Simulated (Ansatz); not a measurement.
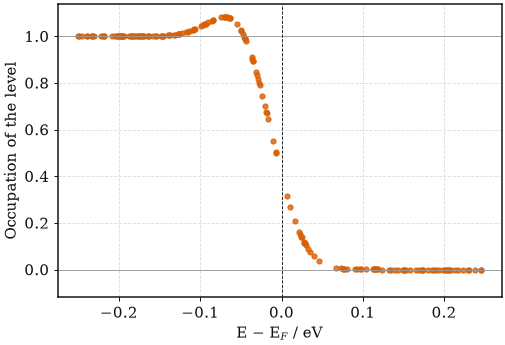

Occupations of the one-electron levels of the k mesh against their energy, from a run on Pt, space group P6_3/mmc (No. 194), 2 atoms in the cell, with Ansatz.

### Which smearing scheme was used (Fermi-Dirac, Gaussian, Methfessel-Paxton or cold), and about what width?

cold (Marzari-Vanderbilt) smearing with a width of 0.05 eV. The occupations overshoot 1 below the Fermi level (up to 1.08) but never turn negative, and they are not symmetric about it.
